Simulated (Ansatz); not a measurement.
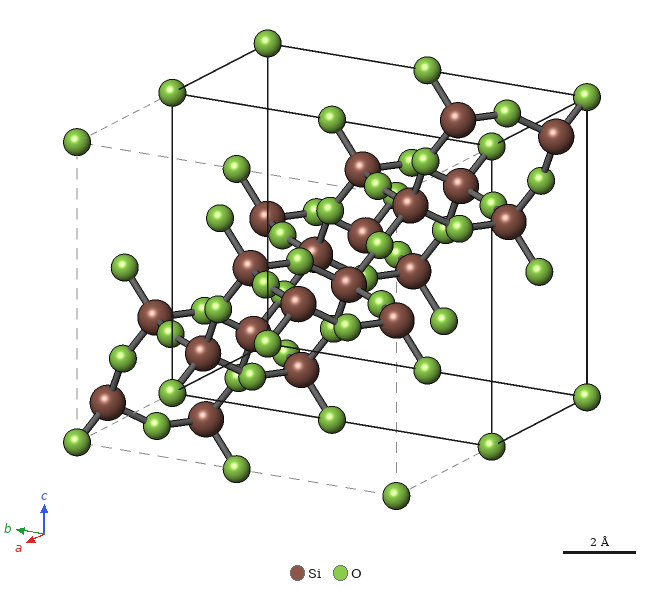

The image is a ball-and-stick drawing of a crystal, viewed from a general direction. One conventional unit cell is drawn solid; the view covers 2×1×1 cells. Cell: a = 5.398 Å, b = 10.301 Å, c = 8.809 Å, α = 90.00°, β = 90.00°, γ = 90.00°.

Explain the picture.

- The structure is one of SiO2.
- Space group: Imma (No. 74). Lattice: body-centred orthorhombic.
- With Z = 8, the cell contains 8 Si, 16 O.
- Each Si atom is coordinated by four O in a tetrahedral arrangement at about 1.6 Å. O is surrounded by two Si at about 1.6 Å.
- The bonds build a three-dimensional framework.

Its origin is a structure listed in the Materials Project. It was relaxed at fixed volume with DFT r2SCAN, scalar-relativistic, plane waves, PAW (Ansatz 0.2.0).

At this level of theory the run's own cell isn't at rest (stretched, at -8 GPa), so its distances can differ from those at equilibrium, the more so the softer the solid.
